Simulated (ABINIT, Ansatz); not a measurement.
# A GW chain in ABINIT: CdTe (F-43m)

Wanted: ground state, empty states, screening and self-energy for CdTe (F-43m).

Main program and level: ABINIT 10.8.3; PBE and many-body steps on it, plane waves.

**The experiments to reproduce.**

- Gap 1.48 ± 0.02 eV: direct optical gap from Tauc analysis, 1.5 h deposition; UV-vis diffuse reflectance; film (electrodeposited 1.5 h on FTO, Te-rich) (“Electrodeposition of CdTe Thin Films for Solar Energy Water Splitting”, 2020, pmc:7177234).

- Gap 1.592 eV: near-band-edge L1 bound-exciton energy extrapolated to 0 K (Varshni), slightly below the true gap; temperature-dependent photoluminescence; 0 K; bulk crystal (vertical Bridgman single crystal) (“Photoluminescence characteristics of Cd1-xMnxTe single crystals grown by the vertical Bridgman method”, 2012, pmc:3275455).

- Gap 1.32 ± 0.02 eV: direct optical gap from Tauc analysis, 2.5 h deposition; UV-vis diffuse reflectance; film (electrodeposited 2.5 h on FTO, nearly stoichiometric) (“Electrodeposition of CdTe Thin Films for Solar Energy Water Splitting”, 2020, pmc:7177234).

Report form: the programs' logs are mostly left out.

### Step 1. The structure

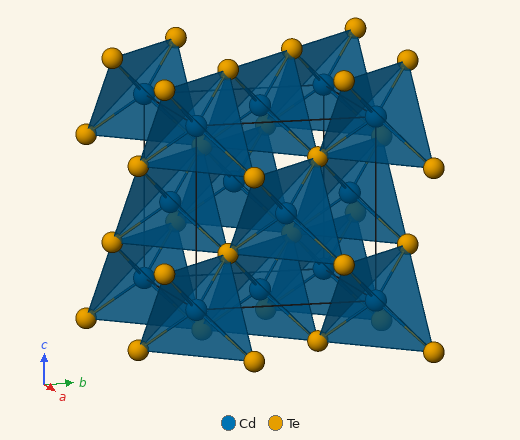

The cell as given, slightly off an axis (cadmium blue, tellurium orange). This picture shows the conventional cell, with its axes. Some periodic images of atoms are drawn too.

The cell and positions come from the Crystallography Open Database and are kept as given unless a step says otherwise. Spin-orbit coupling is left out unless a step names it.

### Step 2. Ground state

This step: ABINIT 10.8.3; DFT, PBE, plane waves, norm-conserving pseudopotentials.

The ground-state density comes first.

run.abi reads:

```
acell 3*1.0 Angstrom
rprim 
  0.000000000000 3.240000000000 3.240000000000
  3.240000000000 0.000000000000 3.240000000000
  3.240000000000 3.240000000000 0.000000000000
ntypat 2
znucl 48 52
natom 2
typat 1 2
xred 
  0.000000000000 0.000000000000 0.000000000000
  0.250000000000 0.250000000000 0.250000000000
pp_dirpath "pseudos"
pseudos "Cd.upf, Te.upf"
ecut 47
ngkpt 6 6 6
nshiftk 1
shiftk 0 0 0
kptopt 1
chksymbreak 0
nband 27
occopt 1
tolvrs 1e-10
nstep 60
prtwf 0
optforces 0
optstress 0
indata_prefix "in"
outdata_prefix "out"
tmpdata_prefix "tmp"
```

Run with:

```sh
$ OMP_NUM_THREADS=1 mpirun -n 8 abinit run.abi > log
```

Run time: 38 s. Hardware: 8 MPI ranks of Arm Neoverse N1, shared host; peak memory 0.88 GiB; 5 min of CPU time.

Numbers from this step:

```
total energy               : -12400.0638 eV
gap                        : 0.7704 eV
k of the valence top       : 0, 0, 0
k of the conduction bottom : 0, 0, 0
least direct gap           : 0.7704 eV
```

The gap is direct, at Γ.

### Step 3. Bands along the symmetry lines

Levels along a band path, at the cheap level, show where the edges lie and whether the meshes to come will hold them.

run.abi reads:

```
acell 3*1.0 Angstrom
rprim 
  0.000000000000 3.240000000000 3.240000000000
  3.240000000000 0.000000000000 3.240000000000
  3.240000000000 3.240000000000 0.000000000000
ntypat 2
znucl 48 52
natom 2
typat 1 2
xred 
  0.000000000000 0.000000000000 0.000000000000
  0.250000000000 0.250000000000 0.250000000000
pp_dirpath "pseudos"
pseudos "Cd.upf, Te.upf"
ecut 47
iscf -2
irdden 1
kptopt 0
nkpt 50
kpt 
  0.00000000 0.00000000 0.00000000
  -0.06250000 -0.06250000 0.00000000
  -0.12500000 -0.12500000 0.00000000
  -0.18750000 -0.18750000 0.00000000
  -0.25000000 -0.25000000 0.00000000
  -0.31250000 -0.31250000 0.00000000
  -0.37500000 -0.37500000 0.00000000
  -0.43750000 -0.43750000 0.00000000
  -0.50000000 -0.50000000 0.00000000
  -0.48437500 -0.48437500 0.03125000
  -0.46875000 -0.46875000 0.06250000
  -0.45312500 -0.45312500 0.09375000
  -0.43750000 -0.43750000 0.12500000
  -0.42187500 -0.42187500 0.15625000
  -0.40625000 -0.40625000 0.18750000
  -0.39062500 -0.39062500 0.21875000
  -0.37500000 -0.37500000 0.25000000
  -0.37500000 0.00000000 0.37500000
  -0.32812500 0.00000000 0.32812500
  -0.28125000 0.00000000 0.28125000
  -0.23437500 0.00000000 0.23437500
  -0.18750000 0.00000000 0.18750000
  -0.14062500 0.00000000 0.14062500
  -0.09375000 0.00000000 0.09375000
  -0.04687500 0.00000000 0.04687500
  0.00000000 0.00000000 0.00000000
  0.00000000 0.00000000 0.06250000
  0.00000000 0.00000000 0.12500000
  0.00000000 0.00000000 0.18750000
  0.00000000 0.00000000 0.25000000
  0.00000000 0.00000000 0.31250000
  0.00000000 0.00000000 0.37500000
  0.00000000 0.00000000 0.43750000
  0.00000000 0.00000000 0.50000000
  -0.06250000 -0.03125000 0.46875000
  -0.12500000 -0.06250000 0.43750000
  -0.18750000 -0.09375000 0.40625000
  -0.25000000 -0.12500000 0.37500000
  -0.31250000 -0.15625000 0.34375000
  -0.37500000 -0.18750000 0.31250000
  -0.43750000 -0.21875000 0.28125000
  -0.50000000 -0.25000000 0.25000000
  -0.50000000 -0.28125000 0.21875000
  -0.50000000 -0.31250000 0.18750000
  -0.50000000 -0.34375000 0.15625000
  -0.50000000 -0.37500000 0.12500000
  -0.50000000 -0.40625000 0.09375000
  -0.50000000 -0.43750000 0.06250000
  -0.50000000 -0.46875000 0.03125000
  -0.50000000 -0.50000000 0.00000000
istwfk *1
nband 29
nbdbuf 2
tolwfr 1e-08
nstep 40
prtwf 0
prtvol 0
indata_prefix "in"
outdata_prefix "out"
tmpdata_prefix "tmp"
```

Run time: 52 s. Hardware: 8 MPI ranks; peak memory 0.72 GiB; 6.9 min of CPU time.

Numbers from this step:

```yaml
gap: 0.7704 eV
k_of_the_valence_top: 0, 0, 0
k_of_the_conduction_bottom: 0, 0, 0
least_direct_gap: 0.7704 eV
```

The gap is 0.770 eV, as in the run before at this level.

Electronic bands along the path, in eV, zero at the top of the highest filled band:

```csv
point,band 19,band 20,band 21,band 22,band 23,band 24,band 25,band 26
Γ,-8.03,0.00,0.00,0.00,0.77,4.62,4.62,4.62
X,-7.53,-4.30,-1.86,-1.86,2.62,2.68,8.83,9.15
U,-7.49,-4.20,-2.55,-1.54,2.91,4.53,7.36,7.48
jump to K,-7.49,-4.20,-2.55,-1.54,2.91,4.53,7.36,7.48
Γ,-8.03,0.00,0.00,0.00,0.77,4.62,4.62,4.62
L,-7.67,-4.42,-0.77,-0.77,1.82,5.21,5.21,7.07
W,-7.45,-4.18,-2.32,-2.19,4.26,4.69,5.57,6.32
X,-7.53,-4.30,-1.86,-1.86,2.62,2.68,8.83,9.15
```

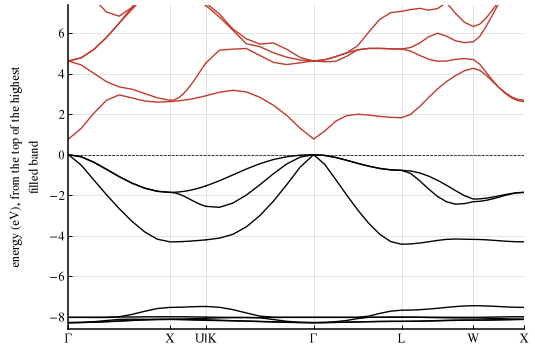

Electronic bands along the path; lines of filled and empty bands in two colours.

### Step 4. Empty states on the mesh, 4×4×4 mesh, 694 bands

The sums over transitions need many empty states on a uniform mesh; this step solves for them.

run.abi reads:

```
acell 3*1.0 Angstrom
rprim 
  0.000000000000 3.240000000000 3.240000000000
  3.240000000000 0.000000000000 3.240000000000
  3.240000000000 3.240000000000 0.000000000000
ntypat 2
znucl 48 52
natom 2
typat 1 2
xred 
  0.000000000000 0.000000000000 0.000000000000
  0.250000000000 0.250000000000 0.250000000000
pp_dirpath "pseudos"
pseudos "Cd.upf, Te.upf"
ecut 47
ngkpt 4 4 4
nshiftk 1
shiftk 0 0 0
kptopt 1
chksymbreak 0
iscf -2
irdden 1
istwfk *1
nband 694
nbdbuf 62
tolwfr 1e-09
nstep 60
prtvol 0
indata_prefix "in"
outdata_prefix "out"
tmpdata_prefix "tmp"
```

Elapsed: 15 min, on 8 MPI ranks; peak memory 1.5 GiB; 2 h of CPU time.

This step gave:

```
gap                                                           : 0.7704 eV
k of the valence top                                          : 0, 0, 0
k of the conduction bottom                                    : 0, 0, 0
least direct gap                                              : 0.7704 eV
k points computed                                             : 8
lowest point of the top converged band, above the valence top : 238.0583 eV
```

On this mesh the gap is 0.770 eV.

### Step 5. Screening, 4×4×4 mesh, 271 bands, screening to 212.2 eV

The RPA dielectric matrix is built and inverted for each q.

This step: RPA screening on PBE, plane waves, norm-conserving pseudopotentials.

Changes to run.abi since step 4:

```diff
@@ -20,10 +20,11 @@
 chksymbreak 0
-iscf -2
-irdden 1
 istwfk *1
-nband 694
-nbdbuf 62
-tolwfr 1e-09
-nstep 60
-prtvol 0
+occopt 1
+irdwfk 1
+optdriver 3
+nband 271
+ecuteps 7.8
+inclvkb 2
+awtr 1
+symchi 1
 indata_prefix "in"
```

Elapsed: 7.4 min, on 8 MPI ranks; peak memory 4.8 GiB; 59 min of CPU time.

This step gave:

| Property | Result |
| --- | --- |
| ε∞ with local fields, on this mesh, along the program's q direction | 25.81 |
| the same without local fields | 27.06 |
| plasma frequency | 29.86 eV |
| plane waves in the screening matrix | 531 |

Local fields lower ε∞ by 5 %.

### Step 6. Self-energy, 4×4×4 mesh, 271 bands, screening to 212.2 eV

The self-energy is evaluated for the states that the input lists, and the levels follow from it, in one-shot runs by the linearised quasiparticle equation.

This step: G0W0 on PBE, plane waves, norm-conserving pseudopotentials.

Changes to run.abi since step 5:

```diff
@@ -23,8 +23,15 @@
 irdwfk 1
-optdriver 3
+optdriver 4
 nband 271
+gwcalctyp 0
+ecutsigx 47
+symsigma 1
+nkptgw 1
+kptgw 
+  0.0000000000 0.0000000000 0.0000000000
+bdgw 
+  20 26
 ecuteps 7.8
-inclvkb 2
-awtr 1
-symchi 1
+irdscr 1
+ppmodel 1
 indata_prefix "in"
```

It took 50 s on 8 MPI ranks; peak memory 4.4 GiB.

This step gave:

| Item | Value |
| --- | --- |
| G0W0 gap on the points computed | 1.547 eV |
| starting gap on the mesh | 0.7704 eV |
| k of the valence top | 0, 0, 0 |
| k of the conduction bottom | 0, 0, 0 |
| Z at the valence top | 0.798 |
| Z at the conduction bottom | 0.811 |
| least direct G0W0 gap on the computed points | 1.547 eV |

The gap on the mesh goes from 0.77 eV to 1.55 eV, a correction of +0.78 eV.

Limits: finite bands, cutoff and mesh; no spin-orbit coupling; coarse k mesh. v1 is the top filled band, c1 the lowest empty one. The levels before and after the correction (eV, zero at the valence-band top of each column):

```csv
,conduction bottom,valence top
Kohn-Sham,0.77,0.00
G0W0,1.55,0.00
```

```csv
,level,energy (eV)
Kohn-Sham,Γ v3-v1,0.000
Kohn-Sham,Γ c1,0.770
Kohn-Sham,Γ c2-c4,4.622
G0W0,Γ v3-v1,0.000
G0W0,Γ c1,1.547
G0W0,Γ c2-c4,5.347
```

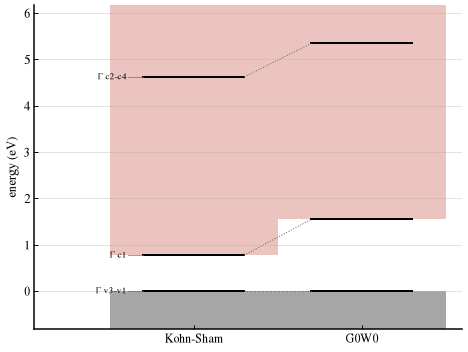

Levels before and after the correction. Shaded: valence and conduction bands.

### Step 7. Where the time went

Times are wall times on 8 MPI ranks of Arm Neoverse N1, shared host, good to a factor of about two.

```csv
step,time,share,memory (GiB)
ground state,38 s,3 %,0.88
bands along the symmetry lines,52 s,3 %,0.72
empty states on the mesh,15 min,61 %,1.5
screening,7.4 min,30 %,4.8
self-energy,50 s,3 %,4.4
```

### Step 8. Outcome

- PBE gap: 0.77 eV, direct
- G0W0 gap on the mesh: 1.55 eV
- GW settings: 4×4×4 mesh, 271 bands, screening to 212.2 eV, Godby-Needs plasmon pole
- known limits: not at the basis limit; mesh may overstate the screening; no spin-orbit coupling; coarse k mesh

G0W0 moves the gap on the mesh from 0.77 eV to 1.55 eV (+0.78 eV), with Z of 0.80 and 0.81 at the edges. Local fields lower the RPA ε∞ on this mesh from 27.06 to 25.81. Only 1 of the mesh's irreducible points was corrected, so a valley elsewhere could overtake. The dearest step here is «empty states on the mesh». Against experiment, by G0W0@PBE: the direct gap of 1.55 eV lies +0.07 eV from the measured 1.48 ± 0.02 eV (direct, 2020); the direct gap of 1.55 eV lies −0.04 eV from the measured 1.592 eV (exciton, 0 K, 2012); the direct gap of 1.55 eV lies +0.23 eV from the measured 1.32 ± 0.02 eV (direct, 2020). An exciton line or allowed optical edge lies below the quasiparticle gap by the binding energy; a forbidden edge can push the onset above it. The calculation has static nuclei and no excitons; a measured gap holds zero-point and thermal motion, which mostly lowers it. With atoms this heavy the missing spin-orbit coupling can matter too. Bands and cutoff are finite, so the gap is not at the basis limit. The miss can reach some tenths of an eV and take either sign; the mesh is an error of its own. In the G0W0 run levels were corrected at 1 k point alone, so a gap called «on the mesh» is the least over those, and an edge elsewhere would be missed. The 4×4×4 mesh is coarse for this cell, which bears on the long-range parts of exchange and screening. The RPA ε∞ on this mesh reaches over 25; with a narrow direct gap a coarse mesh can overstate it, and the correction is then too small.

[Paths, hosts, dates, memory and timing lines, banners, echoed tables and standing remarks are left out of the program output.]

[Logs are printed without paths, hosts, clocks, repeated set-up lines and the standing remarks that a program may print on its own settings, such as how far it seeks lower states.]

[Runs of the session that timed out or met a known fault of the program may be left out.]

[Hosts, paths, dates, database ids (printed as entryN), source tags and the programs' standing remarks are cut or masked in the printed files.]

[G0W0 gaps are taken among the corrected bands and points alone; a level outside them can change the order at an edge.]

[Where Ansatz stands beside ABINIT at settings called matched, ABINIT's density can come from a denser mesh and the files from another edition; pairs whose starting gaps differed by over 0.03 eV were left out, so agreement reads better than it is.]
